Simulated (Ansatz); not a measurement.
**Run report: MnSb, single-point calculation (part 2 of 2)**

MnSb (P6₃/mmc, 4 atoms in the cell); DFT, PBEsol, PAW with Ansatz's default frozen-core files, scalar-relativistic, spin-polarised (Ansatz 0.2.0); cutoff 420 eV, 9×9×6 k-mesh, Fermi–Dirac smearing of 0.1 eV, collinear spins. The structure derives from an entry of the Crystallography Open Database. It belongs to a series of runs on one base structure; here: field of 200 T on the spins, PAW files.

Geometry of the input (Å; fractional positions):
```
4.1500  0.0000  0.0000
-2.0750  3.5940  0.0000
0.0000  0.0000  5.7800
Mn 0.0000  0.0000  0.0000
Mn 0.0000  0.0000  0.5000
Sb 0.3333  0.6667  0.2500
Sb 0.6667  0.3333  0.7500
```

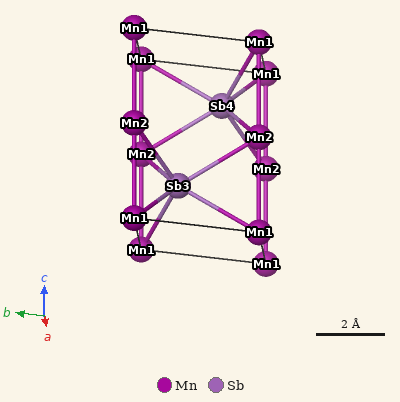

**Figure 1.** The input geometry (ball-and-stick view of the cell of the calculation, seen at an oblique angle; atoms are numbered from 1 in the order of the input).

### File rho_z.tsv
```
# z_ang	rho[e/angstrom^3]	rho_spin[e/angstrom^3]
# format = ansatz-planar-average/11
# lattice	4.150000000	0.000000000	0.000000000
# lattice	-2.075000000	3.594005426	0.000000000
# lattice	0.000000000	0.000000000	5.780000000
# sites	4
# site	25	0.000000000	0.000000000	0.000000000
# site	25	0.000000000	0.000000000	2.890000000
# site	51	-0.000000000	2.396003617	1.445000000
# site	51	2.075000000	1.198001809	4.335000000
0.000000	1.221018e0	2.840236e-1
0.144500	1.106152e0	2.535725e-1
0.289000	8.370983e-1	1.828420e-1
0.433500	5.649513e-1	1.108429e-1
0.578000	3.913661e-1	5.976808e-2
0.722500	3.341325e-1	2.946066e-2
0.867000	3.781763e-1	1.214982e-2
1.011500	5.186219e-1	1.939876e-3
1.156000	7.379831e-1	-4.203031e-3
1.300500	9.560412e-1	-7.595317e-3
1.445000	1.049532e0	-8.696135e-3
1.589500	9.560412e-1	-7.595317e-3
1.734000	7.379831e-1	-4.203031e-3
1.878500	5.186219e-1	1.939876e-3
2.023000	3.781763e-1	1.214982e-2
2.167500	3.341325e-1	2.946066e-2
2.312000	3.913661e-1	5.976808e-2
2.456500	5.649513e-1	1.108429e-1
2.601000	8.370983e-1	1.828420e-1
2.745500	1.106152e0	2.535725e-1
2.890000	1.221018e0	2.840236e-1
3.034500	1.106152e0	2.535725e-1
3.179000	8.370983e-1	1.828420e-1
3.323500	5.649513e-1	1.108429e-1
3.468000	3.913661e-1	5.976808e-2
3.612500	3.341325e-1	2.946066e-2
3.757000	3.781763e-1	1.214982e-2
3.901500	5.186219e-1	1.939876e-3
4.046000	7.379831e-1	-4.203031e-3
4.190500	9.560412e-1	-7.595317e-3
4.335000	1.049532e0	-8.696135e-3
4.479500	9.560412e-1	-7.595317e-3
4.624000	7.379831e-1	-4.203031e-3
4.768500	5.186219e-1	1.939876e-3
4.913000	3.781763e-1	1.214982e-2
5.057500	3.341325e-1	2.946066e-2
5.202000	3.913661e-1	5.976808e-2
5.346500	5.649513e-1	1.108429e-1
5.491000	8.370983e-1	1.828420e-1
5.635500	1.106152e0	2.535725e-1
```

### File v_z.tsv
```
# z_ang	v_es[eV]	v_tot_up[eV]	v_tot_dn[eV]
# format = ansatz-planar-average/11
# xc	pbesol
# density_cutoff_ev	1680
# datasets	Mn=:simpson_from_first_knot:soft:shift=-858434	Sb=:simpson_from_first_knot:soft:shift=-1269804
# lattice	4.150000000	0.000000000	0.000000000
# lattice	-2.075000000	3.594005426	0.000000000
# lattice	0.000000000	0.000000000	5.780000000
# sites	4
# site	25	0.000000000	0.000000000	0.000000000
# site	25	0.000000000	0.000000000	2.890000000
# site	51	-0.000000000	2.396003617	1.445000000
# site	51	2.075000000	1.198001809	4.335000000
0.000000	5.432830e0	-5.732357e0	-5.081908e0
0.144500	5.569944e0	-5.536658e0	-4.884305e0
0.289000	5.944407e0	-5.009142e0	-4.356145e0
0.433500	6.408303e0	-4.359380e0	-3.729573e0
0.578000	6.823371e0	-3.777272e0	-3.225908e0
0.722500	7.123996e0	-3.378645e0	-2.981491e0
0.867000	7.214215e0	-3.313678e0	-3.123363e0
1.011500	7.071642e0	-3.603115e0	-3.620864e0
1.156000	6.883375e0	-3.977149e0	-4.152890e0
1.300500	6.766424e0	-4.226142e0	-4.485030e0
1.445000	6.725742e0	-4.312352e0	-4.595320e0
1.589500	6.766424e0	-4.226142e0	-4.485030e0
1.734000	6.883375e0	-3.977149e0	-4.152890e0
1.878500	7.071642e0	-3.603115e0	-3.620864e0
2.023000	7.214215e0	-3.313678e0	-3.123363e0
2.167500	7.123996e0	-3.378645e0	-2.981491e0
2.312000	6.823371e0	-3.777272e0	-3.225908e0
2.456500	6.408303e0	-4.359380e0	-3.729573e0
2.601000	5.944407e0	-5.009142e0	-4.356145e0
2.745500	5.569944e0	-5.536658e0	-4.884305e0
2.890000	5.432830e0	-5.732357e0	-5.081908e0
3.034500	5.569944e0	-5.536658e0	-4.884305e0
3.179000	5.944407e0	-5.009142e0	-4.356145e0
3.323500	6.408303e0	-4.359380e0	-3.729573e0
3.468000	6.823371e0	-3.777272e0	-3.225908e0
3.612500	7.123996e0	-3.378645e0	-2.981491e0
3.757000	7.214215e0	-3.313678e0	-3.123363e0
3.901500	7.071642e0	-3.603115e0	-3.620864e0
4.046000	6.883375e0	-3.977149e0	-4.152890e0
4.190500	6.766424e0	-4.226142e0	-4.485030e0
4.335000	6.725742e0	-4.312352e0	-4.595320e0
4.479500	6.766424e0	-4.226142e0	-4.485030e0
4.624000	6.883375e0	-3.977149e0	-4.152890e0
4.768500	7.071642e0	-3.603115e0	-3.620864e0
4.913000	7.214215e0	-3.313678e0	-3.123363e0
5.057500	7.123996e0	-3.378645e0	-2.981491e0
5.202000	6.823371e0	-3.777272e0	-3.225908e0
5.346500	6.408303e0	-4.359380e0	-3.729573e0
5.491000	5.944407e0	-5.009142e0	-4.356145e0
5.635500	5.569944e0	-5.536658e0	-4.884305e0
```

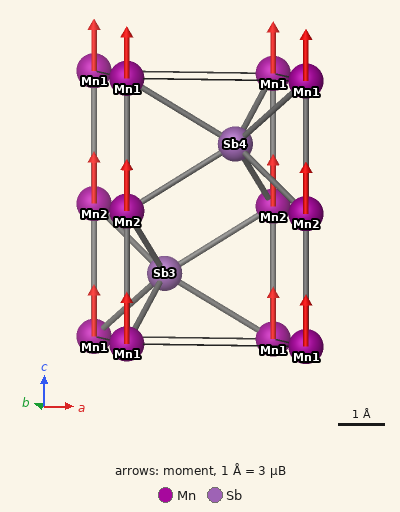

**Figure 2.** Magnetic moments of the sites as red arrows (ball-and-stick view of the cell of the calculation, seen at an oblique angle; atoms are numbered from 1 in the order of the input); small moments hardly show. The run is collinear, so the axis drawn is arbitrary. Site moments: Mn1, Mn2 (3.42 μB); Sb3, Sb4 (−0.12 μB). They are counted near the atoms and needn't add up to the moment of the cell.

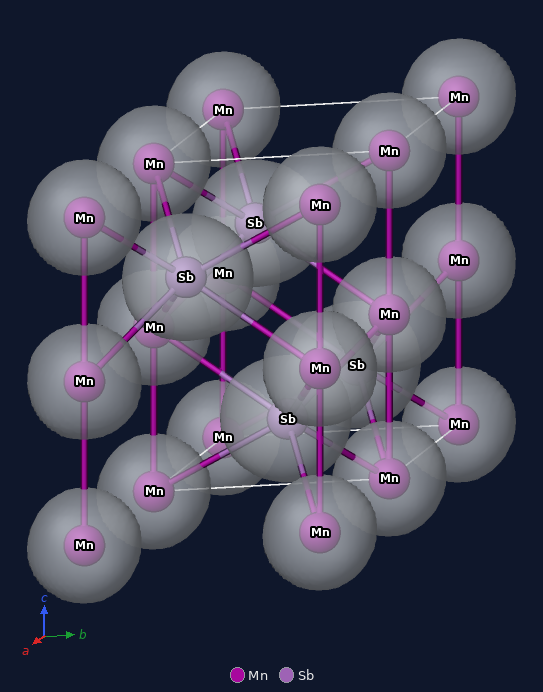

**Figure 3.** Isosurface of the valence electron density at 0.4 e/Å³ (grey), seen slightly off an axis. Sticks mark near contacts. The outline is the cell set on symmetry axes. At this value the density breaks into separate islands; it holds about 80 % of the electrons treated as valence (semicore included). It is pinched off along the Mn–Sb (2.80 Å) and Mn–Mn (2.89 Å) contacts. On the grid the lowest density along these lines, outside the cores, is 0.28 e/Å³ (Mn–Sb, 2.80 Å) and 0.21 e/Å³ (Mn–Mn, 2.89 Å). In a PAW calculation such maps are meaningful between the atoms, not at the nuclei.

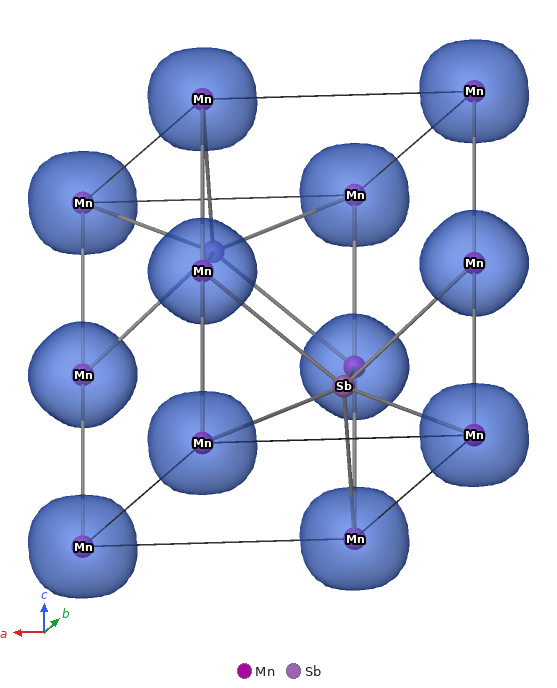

**Figure 4.** Isosurfaces of the spin density at +0.3 (blue) and −0.3 e/Å³ (red), seen at an oblique angle. Sticks mark near contacts. The outline is the cell set on symmetry axes. The cell of the calculation (4 atoms) carries 6.7 μB net. Only one sign reaches the isovalue.

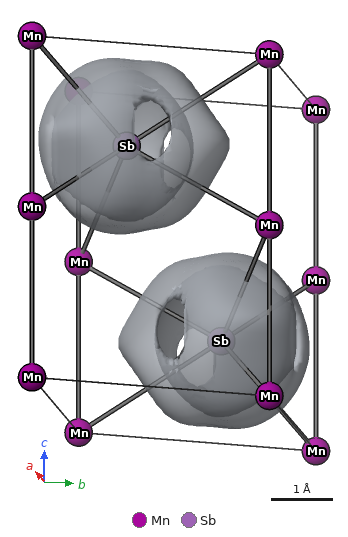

**Figure 5.** Isosurface of the ELF at 0.45 (grey), seen at an oblique angle. Only the valence region is drawn (cores and ρ < 0.01 e/Å³ removed). Sticks mark near contacts. The outline is the cell set on symmetry axes. Values along the shortest contacts: Mn–Sb (2.80 Å): the ELF is about 0.55 at the midpoint; no shared electron pair. Mn–Mn (2.89 Å): the ELF is about 0.30 at the midpoint (no shared electron pair).

### Summary

- outcome: converged
- space group (tolerance 0.01 Å): P6₃/mmc (194)
- electrons treated: 60
- free energy: −20553.4517 eV
- Fermi energy: 11.909 eV
- net moment of the cell: 6.69 μB
- integrated absolute moment: 7.52 μB
- pressure: −7.09 GPa
- largest force (length of the vector): under 0.001 eV/Å
- hardware: 2 threads of Intel Xeon (Sapphire Rapids), 16 GiB of memory available, shared host
- wall time: 8.4 s (CPU time 16 s)
- peak memory: 0.59 GiB

The cell is under a tension of 7.1 GPa at this level, so it is not at its equilibrium volume.
